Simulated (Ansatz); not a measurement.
**Geometry relaxation, with input and output: MoTe₂ (part 1 of 2)**

The run: geometry relaxation of MoTe₂ (slab, 9 atoms in the cell). Method and program: DFT PBE+D3(BJ), scalar-relativistic, plane waves, PAW, no spin polarisation (Ansatz 0.2.0).

The structure derives from an entry of the Crystallography Open Database.

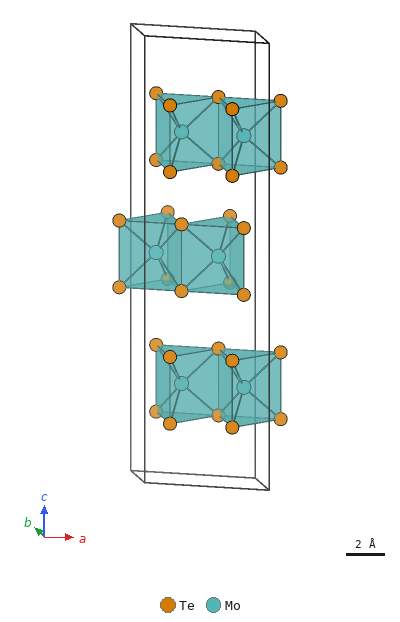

The input geometry (polyhedral view of the 2 × 1 repeat of the cell, with the vacuum cut short, seen slightly off an axis; polyhedra are completed across the faces of the cell).

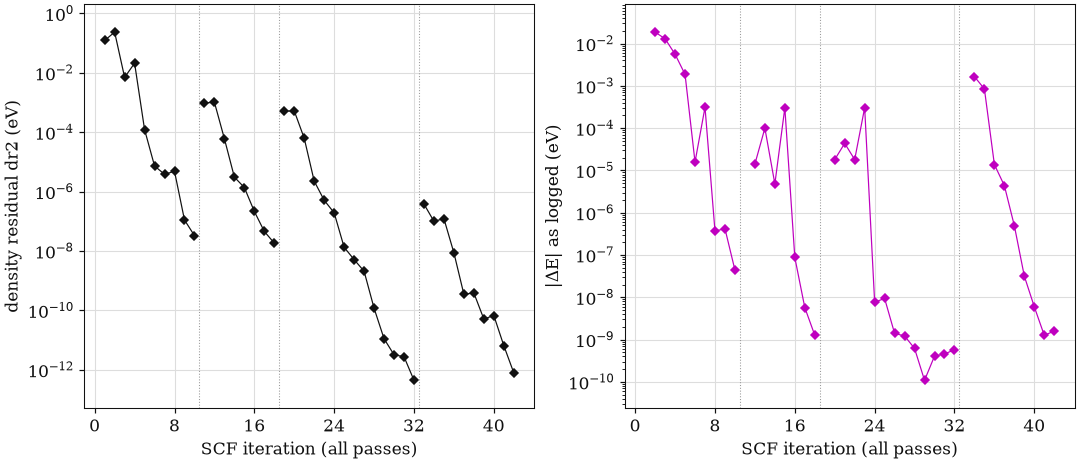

Convergence of the self-consistent field: density residual dr2 and size of the energy change against the SCF iteration. The dotted lines part the SCF passes of the relaxation: geometry steps, rejected trials and re-solves on a re-selected basis. The passes take 10, 8, 14 and 10 iterations.

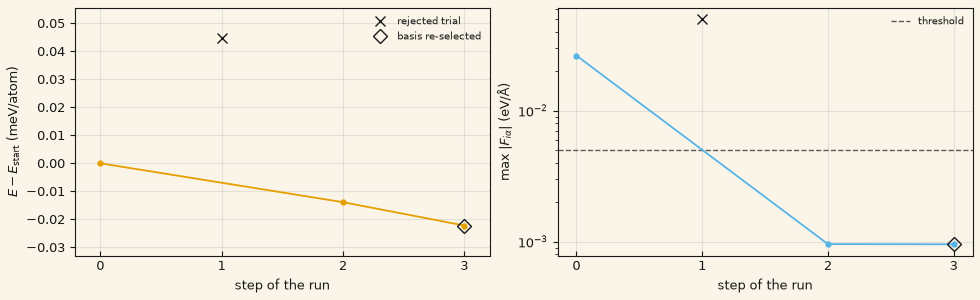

Progress of the relaxation, step by step (the first geometry is step 0 here and step 1 in the log). No atom moves by more than 0.005 Å relative to the cell. After 2 geometry steps the energy has fallen by next to nothing (0.0 meV per atom). Largest force component: 0.026 eV/Å at the start, 0.00096 eV/Å at the end. The line search rejected the trial step at point 1 (counted from 0) and went back. A last SCF at the same geometry on a re-selected plane-wave basis shifts the energy by next to nothing (0.0 meV per atom).

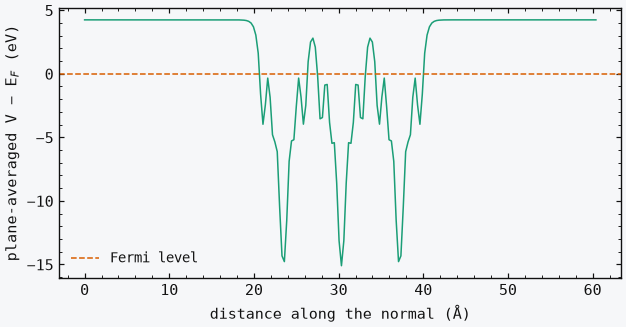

Plane average of the electrostatic potential energy of an electron across the cell, from the Fermi level. The vacuum level lies 4.24 eV above the Fermi level.

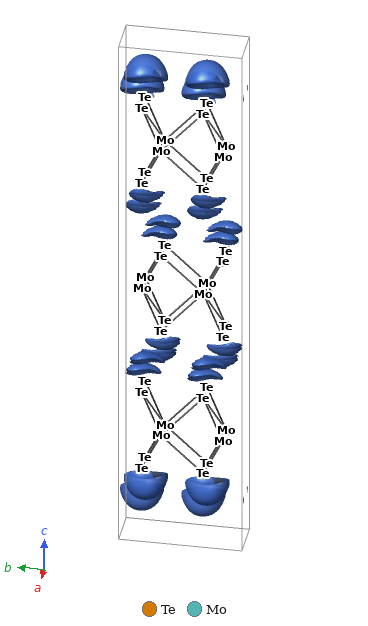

Isosurface of the ELF at 0.7 (blue), seen at an oblique angle. Core shells and regions of very low density are left out. Sticks mark near contacts. Counts are for one cell; the picture repeats the cell along the surface.  Values along the shortest contacts: Te–Mo (2.72 Å): the ELF is about 0.55 at the midpoint. Core electrons are frozen (PAW), so the fields are smoothed inside the atomic spheres.

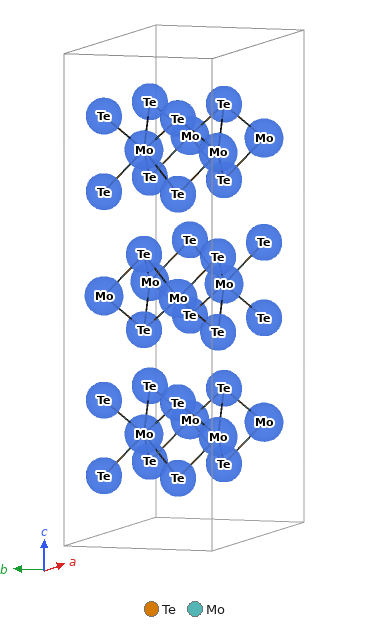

Isosurface of the valence pseudo-density at 1 e/Å³ (blue), seen at an oblique angle. Sticks mark near contacts. At this value the density breaks into separate islands; it holds about 65 % of the electrons treated as valence (semicore included). It is pinched off along the Te–Mo (2.72 Å) contacts. On the grid the lowest density along these lines, outside the cores, is 0.45 e/Å³ (Te–Mo, 2.72 Å).

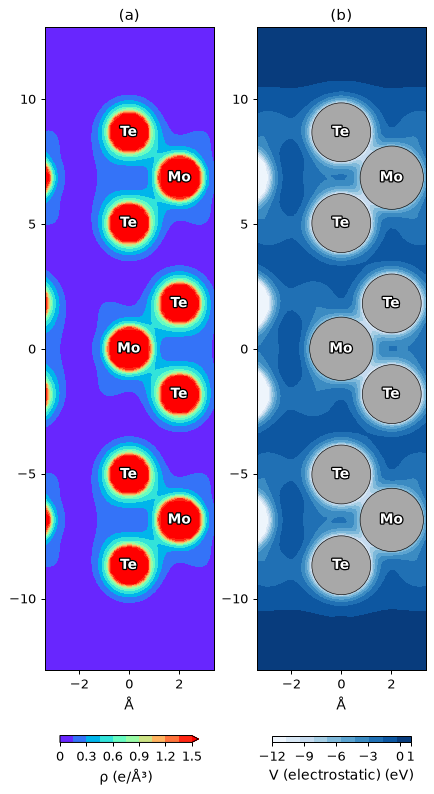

(a) valence pseudo-density; (b) electrostatic potential energy of an electron on the (110) plane of the calculation cell, a cut from vacuum to vacuum. Grey discs, where drawn, cover atomic cores. The plane passes through Te and Mo nuclei. Te–Mo (2.72 Å): ρ is about 0.45 e/Å³ halfway. The density dies away to nearly zero in the vacuum.

These pictures come from the run below.

The input:
```yaml
crystal:
  lattice:
    - [3.4963748204, 0.0, 0.0]
    - [-1.7481874102, 3.0279494156, 0.0]
    - [0.0, 0.0, 60.6737704938]
  atoms:
    - { symbol: Te, position: [0.3333333333, 0.6666666667, 0.3571303126] }
    - { symbol: Mo, position: [0.6666666667, 0.3333333333, 0.3870867684] }
    - { symbol: Te, position: [0.3333333333, 0.6666666667, 0.4170432241] }
    - { symbol: Te, position: [0.6666666667, 0.3333333333, 0.4700435443] }
    - { symbol: Mo, position: [0.3333333333, 0.6666666667, 0.5] }
    - { symbol: Te, position: [0.6666666667, 0.3333333333, 0.5299564557] }
    - { symbol: Te, position: [0.3333333333, 0.6666666667, 0.5829567759] }
    - { symbol: Mo, position: [0.6666666667, 0.3333333333, 0.6129132316] }
    - { symbol: Te, position: [0.3333333333, 0.6666666667, 0.6428696874] }
  periodic: [true, true, false]
basis:
  ecutwfc: 420
kpoints:
  mp_grid: { grid: [9, 9, 1] }
hamiltonian:
  xc: pbe
  dispersion: d3bj
scf:
  occupations: { method: gaussian, width: 0.02 }
output:
  forces: true
  stress: true
  eigenvalues: true
  write_density: true
  write_potential: true
  elf: true
  volumetric_format: npy
relax:
  adjacent_minimum: "off"
  f_tol: 0.005
  max_steps: 80
  cell: { stress_2d_tol: 0.02 }
```

Run as:
```bash
ansatz run input.yaml --threads 8 --pin off --max-ram 22528MiB --backend cpu --events-out ev --progress --plain --runs-dir out
```

The program's output:
```
Engine: ansatz 0.2.0, aarch64-unknown-linux-gnu
Pseudopotentials: kind: paw
Pseudopotential: Te, paw, valence charge 16, recommended cutoff 420 eV (normal), Te.paw.azcp
Pseudopotential: Mo, paw, valence charge 14, recommended cutoff 420 eV (normal), Mo.paw.azcp
Functional definition: PBE
  parameter kappa = 0.804
  parameter beta = 0.06672455060314922
  exchange = pbe_x(kappa = kappa, mu = beta*pi^2/3)
  correlation = pbe_c(beta = beta)
Crystal: 9 atoms, lattice volume = 642.344 Å³
Basis set: ecut = 420 eV, 12509 PW (Γ), exchange–correlation on 48×48×864 points (8 copies of the dense FFT grid, shifted against one another)
Bands: 83, of which v1, the nominal top of the filled ones, is band 69 counted from 1 (68 counted from 0)
Symmetry: 12 space group operations
Space group: P-6m2 (ITA 187), of the structure as read, at distance tolerance 8.6e-5 Å
k-points: 12 of 81 (time reversal used)
Non-local potential: Te, projectors of the file, l = 0: 2, l = 1: 2, l = 2: 2, l = 3: 2
Non-local potential: Mo, projectors of the file, l = 0: 3, l = 1: 2, l = 2: 2, l = 3: 1
PAW form: soft (Blöchl's): semilocal exchange-correlation on the pseudo side does not see the compensation charge
PAW one-centre angular grid: Te, 590 points (default); XC on 64 Gauss nodes
PAW one-centre angular grid: Mo, 590 points (default); XC on 64 Gauss nodes
Initial density: superposition of atomic densities (neutral atoms: chi_scale 0, normalization atom), corrected by the library's trained network
Initial wavefunctions: pseudopotential atomic-orbital guess
Functional: x = pbe(κ = 0.804, μ = 0.2195149727645171), c = pbe(β = 0.06672455060314922)
SCF iter   1: F=—  HF=-56754.526941 eV  |F-HF|=—  |Δ(HF+E_count)|=         —  Δρ=2.70e-3  dr2=1.23e-1  ethr=1.77e-3  ⟨swp⟩=13.9  Hψ=6021  notcnv=0  defer=3
preconditioner: auto → Resta (q_TF=auto, 2.111 Å⁻¹)  ε∞=3.2  [insulator: Δε(μ)=0.776 eV  Ē_g=7.207 eV  σ=0.020 eV  W_gap=1.00  n_scr=82 (ndim 8)  ℏωp=10.8 eV  f_vac=0.651  D(μ)=0.00/eV (n_scr^D=0)  ε∞_Penn≈3.2  vacuum switching on, ρ_ref=3.8e-3 e/Å³]
SCF iter   2: F=—  HF=-56754.545659 eV  |F-HF|=—  |Δ(HF+E_count)|=   1.87e-2  Δρ=1.96e-3  dr2=2.35e-1  ethr=8.94e-5  ⟨swp⟩=4.3  Hψ=2063  notcnv=0  defer=72
SCF iter   3: F=—  HF=-56754.532676 eV  |F-HF|=—  |Δ(HF+E_count)|=   1.30e-2  Δρ=1.17e-3  dr2=7.04e-3  ethr=8.94e-5  ⟨swp⟩=3.2  Hψ=1534  notcnv=0  defer=68
SCF iter   4: F=—  HF=-56754.538286 eV  |F-HF|=—  |Δ(HF+E_count)|=   5.61e-3  Δρ=9.04e-4  dr2=2.11e-2  ethr=5.10e-6  ⟨swp⟩=3.3  Hψ=1856  notcnv=0  defer=71
SCF iter   5: F=—  HF=-56754.536413 eV  |F-HF|=—  |Δ(HF+E_count)|=   1.87e-3  Δρ=9.40e-5  dr2=1.23e-4  ethr=5.10e-6  ⟨swp⟩=2.5  Hψ=1380  notcnv=0  defer=72
SCF iter   6: F=—  HF=-56754.536429 eV  |F-HF|=—  |Δ(HF+E_count)|=   1.58e-5  Δρ=3.79e-5  dr2=7.30e-6  ethr=8.92e-8  ⟨swp⟩=3.3  Hψ=2095  notcnv=0  defer=70
SCF iter   7: F=—  HF=-56754.536741 eV  |F-HF|=—  |Δ(HF+E_count)|=   3.12e-4  Δρ=1.81e-5  dr2=3.82e-6  ethr=5.29e-9  ⟨swp⟩=3.8  Hψ=2225  notcnv=0  defer=70
SCF iter   8: F=—  HF=-56754.536741 eV  |F-HF|=—  |Δ(HF+E_count)|=   3.68e-7  Δρ=1.65e-5  dr2=4.83e-6  ethr=2.77e-9  ⟨swp⟩=3.0  Hψ=1862  notcnv=0  defer=70
SCF iter   9: F=—  HF=-56754.536741 eV  |F-HF|=—  |Δ(HF+E_count)|=   4.19e-7  Δρ=3.28e-6  dr2=1.11e-7  ethr=2.77e-9  ⟨swp⟩=3.0  Hψ=1367  notcnv=0  defer=70
SCF iter  10: F=-56754.536741 eV  HF=-56754.536741 eV  |F-HF|=8.53e-9  |Δ(HF+E_count)|=   4.41e-8  Δρ=1.46e-6  dr2=3.29e-8  ethr=7.25e-11  ⟨swp⟩=28.1  Hψ=10767  notcnv=0
SCF 1 converged in 10 iterations: F = -56754.536741 eV  dr2 = 3.29e-8
  greatest PAW one-centre occupation: 0.998 electrons in one spin orbital (limit 2), on the Mo atom at site 4 (counted from 0), in its partial waves of l = 0
relax step   1: F+E_penalty+E_count = -56754.53674108 eV  Δ(F+E_penalty+E_count) = +0.000e0 eV  max|allowed force component| = 2.636e-2 eV/Å  Δτ_max = 0.0000 Å  P = +0.318 N/m  Ω = 642.344 Å³  fix = [c, alpha, beta]  reactions: c +0.000 N/m  (10 SCF iters, dr2 threshold 1.00e-7 eV, accepted)
Crystal: 9 atoms, lattice volume = 644.524 Å³
Basis set: ecut = 420 eV, 12557 PW (Γ), exchange–correlation on 48×48×864 points (8 copies of the dense FFT grid, shifted against one another)
Initial density: handed on by an earlier stage of this run
Initial wavefunctions: those handed on with the density
iter 1 solved again at ethr=6.67e-7 eV; its pass at ethr=3.10e-3 eV (dr2=9.20e-4 eV) is discarded
SCF iter   1: F=—  HF=-56754.536153 eV  |F-HF|=—  |Δ(HF+E_count)|=         —  Δρ=2.21e-4  dr2=9.64e-4  ethr=6.67e-7  ⟨swp⟩=4.0  Hψ=4870  notcnv=0
preconditioner: auto → Resta (q_TF=auto, 2.110 Å⁻¹)  ε∞=3.2  [insulator: Δε(μ)=0.804 eV  Ē_g=7.194 eV  σ=0.020 eV  W_gap=1.00  n_scr=82 (ndim 8)  ℏωp=10.7 eV  f_vac=0.651  D(μ)=0.00/eV (n_scr^D=0)  ε∞_Penn≈3.2  vacuum switching on, ρ_ref=3.8e-3 e/Å³]
SCF iter   2: F=—  HF=-56754.536139 eV  |F-HF|=—  |Δ(HF+E_count)|=   1.42e-5  Δρ=2.02e-4  dr2=1.02e-3  ethr=6.67e-7  ⟨swp⟩=3.1  Hψ=1475  notcnv=0
SCF iter   3: F=—  HF=-56754.536039 eV  |F-HF|=—  |Δ(HF+E_count)|=   1.00e-4  Δρ=8.45e-5  dr2=6.04e-5  ethr=6.67e-7  ⟨swp⟩=2.8  Hψ=1422  notcnv=0
SCF iter   4: F=—  HF=-56754.536034 eV  |F-HF|=—  |Δ(HF+E_count)|=   4.81e-6  Δρ=2.30e-5  dr2=3.08e-6  ethr=4.37e-8  ⟨swp⟩=3.7  Hψ=1798  notcnv=0
SCF iter   5: F=—  HF=-56754.536337 eV  |F-HF|=—  |Δ(HF+E_count)|=   3.02e-4  Δρ=8.38e-6  dr2=1.37e-6  ethr=2.23e-9  ⟨swp⟩=3.3  Hψ=2048  notcnv=0
SCF iter   6: F=—  HF=-56754.536337 eV  |F-HF|=—  |Δ(HF+E_count)|=   8.76e-8  Δρ=3.96e-6  dr2=2.15e-7  ethr=9.91e-10  ⟨swp⟩=2.9  Hψ=1389  notcnv=0
SCF iter   7: F=—  HF=-56754.536337 eV  |F-HF|=—  |Δ(HF+E_count)|=   5.73e-9  Δρ=1.30e-6  dr2=4.56e-8  ethr=3.15e-11  ⟨swp⟩=19.8  Hψ=9810  notcnv=0
SCF iter   8: F=-56754.536337 eV  HF=-56754.536337 eV  |F-HF|=1.64e-8  |Δ(HF+E_count)|=   1.27e-9  Δρ=9.90e-7  dr2=1.84e-8  ethr=3.15e-11  ⟨swp⟩=12.0  Hψ=6146  notcnv=0
SCF 2 converged in 8 iterations: F = -56754.536337 eV  dr2 = 1.84e-8
relax step   2: F+E_penalty+E_count = -56754.53633654 eV  Δ(F+E_penalty+E_count) = +4.045e-4 eV  max|allowed force component| = 5.032e-2 eV/Å  Δτ_max = 0.0045 Å  P = -0.388 N/m  Ω = 644.524 Å³  energy of the carried Pulay correction = -1.488e-4 eV  fix = [c, alpha, beta]  (8 SCF iters, dr2 threshold 4.34e-8 eV, rejected (line search))
Crystal: 9 atoms, lattice volume = 643.376 Å³
Basis set: ecut = 420 eV, 12545 PW (Γ), exchange–correlation on 48×48×864 points (8 copies of the dense FFT grid, shifted against one another)
iter 1 solved again at ethr=3.62e-7 eV; its pass at ethr=3.10e-3 eV (dr2=4.99e-4 eV) is discarded
SCF iter   1: F=—  HF=-56754.536641 eV  |F-HF|=—  |Δ(HF+E_count)|=         —  Δρ=2.01e-4  dr2=5.13e-4  ethr=3.62e-7  ⟨swp⟩=3.6  Hψ=4749  notcnv=0
preconditioner: auto → Resta (q_TF=auto, 2.111 Å⁻¹)  ε∞=3.2  [insulator: Δε(μ)=0.801 eV  Ē_g=7.203 eV  σ=0.020 eV  W_gap=1.00  n_scr=82 (ndim 8)  ℏωp=10.8 eV  f_vac=0.651  D(μ)=0.00/eV (n_scr^D=0)  ε∞_Penn≈3.2  vacuum switching on, ρ_ref=3.8e-3 e/Å³]
SCF iter   2: F=—  HF=-56754.536623 eV  |F-HF|=—  |Δ(HF+E_count)|=   1.81e-5  Δρ=1.44e-4  dr2=5.22e-4  ethr=3.62e-7  ⟨swp⟩=3.0  Hψ=1483  notcnv=0
SCF iter   3: F=—  HF=-56754.536579 eV  |F-HF|=—  |Δ(HF+E_count)|=   4.38e-5  Δρ=8.43e-5  dr2=6.26e-5  ethr=3.62e-7  ⟨swp⟩=2.8  Hψ=1502  notcnv=0
SCF iter   4: F=—  HF=-56754.536561 eV  |F-HF|=—  |Δ(HF+E_count)|=   1.81e-5  Δρ=2.37e-5  dr2=2.25e-6  ethr=4.53e-8  ⟨swp⟩=3.1  Hψ=1607  notcnv=0
SCF iter   5: F=—  HF=-56754.536866 eV  |F-HF|=—  |Δ(HF+E_count)|=   3.05e-4  Δρ=5.88e-6  dr2=5.11e-7  ethr=1.63e-9  ⟨swp⟩=3.2  Hψ=2112  notcnv=0
SCF iter   6: F=—  HF=-56754.536866 eV  |F-HF|=—  |Δ(HF+E_count)|=   7.68e-9  Δρ=3.46e-6  dr2=1.93e-7  ethr=3.70e-10  ⟨swp⟩=2.8  Hψ=1416  notcnv=0
SCF iter   7: F=—  HF=-56754.536866 eV  |F-HF|=—  |Δ(HF+E_count)|=   9.39e-9  Δρ=1.02e-6  dr2=1.33e-8  ethr=1.40e-10  ⟨swp⟩=2.5  Hψ=1391  notcnv=0
SCF iter   8: F=—  HF=-56754.536866 eV  |F-HF|=—  |Δ(HF+E_count)|=   1.40e-9  Δρ=5.70e-7  dr2=5.13e-9  ethr=9.66e-12  ⟨swp⟩=3.6  Hψ=2032  notcnv=0
SCF iter   9: F=—  HF=-56754.536866 eV  |F-HF|=—  |Δ(HF+E_count)|=   1.22e-9  Δρ=2.50e-7  dr2=2.08e-9  ethr=3.71e-12  ⟨swp⟩=2.8  Hψ=1266  notcnv=0
SCF iter  10: F=—  HF=-56754.536866 eV  |F-HF|=—  |Δ(HF+E_count)|=  6.18e-10  Δρ=9.29e-8  dr2=1.18e-10  ethr=1.51e-12  ⟨swp⟩=2.2  Hψ=1265  notcnv=0
SCF iter  11: F=—  HF=-56754.536866 eV  |F-HF|=—  |Δ(HF+E_count)|=  1.09e-10  Δρ=2.98e-8  dr2=1.11e-11  ethr=1.00e-12  ⟨swp⟩=1.8  Hψ=1062  notcnv=0
SCF iter  12: F=—  HF=-56754.536866 eV  |F-HF|=—  |Δ(HF+E_count)|=  4.07e-10  Δρ=1.74e-8  dr2=3.19e-12  ethr=1.00e-12  ⟨swp⟩=12.8  Hψ=6171  notcnv=0
SCF iter  13: F=—  HF=-56754.536866 eV  |F-HF|=—  |Δ(HF+E_count)|=  4.58e-10  Δρ=1.28e-8  dr2=2.75e-12  ethr=1.00e-12  ⟨swp⟩=7.4  Hψ=4499  notcnv=0
SCF iter  14: F=-56754.536866 eV  HF=-56754.536866 eV  |F-HF|=1.29e-9  |Δ(HF+E_count)|=  5.75e-10  Δρ=5.41e-9  dr2=4.41e-13  ethr=1.00e-12  ⟨swp⟩=5.8  Hψ=4484  notcnv=0
SCF 3 converged in 14 iterations: F = -56754.536866 eV  dr2 = 4.41e-13
relax step   3: F+E_penalty+E_count = -56754.53686590 eV  Δ(F+E_penalty+E_count) = -1.248e-4 eV  max|allowed force component| = 9.586e-4 eV/Å  Δτ_max = 0.0014 Å  P = -0.000 N/m  Ω = 643.376 Å³  energy of the carried Pulay correction = -7.051e-5 eV  fix = [c, alpha, beta]  reactions: c -0.000 N/m  (14 SCF iters, accepted)
Initial wavefunctions: pseudopotential atomic-orbital guess (no wavefunctions were taken with the density)
iter 1 solved again at ethr=9.10e-7 eV; its pass at ethr=3.10e-3 eV (dr2=1.26e-3 eV) is discarded
```
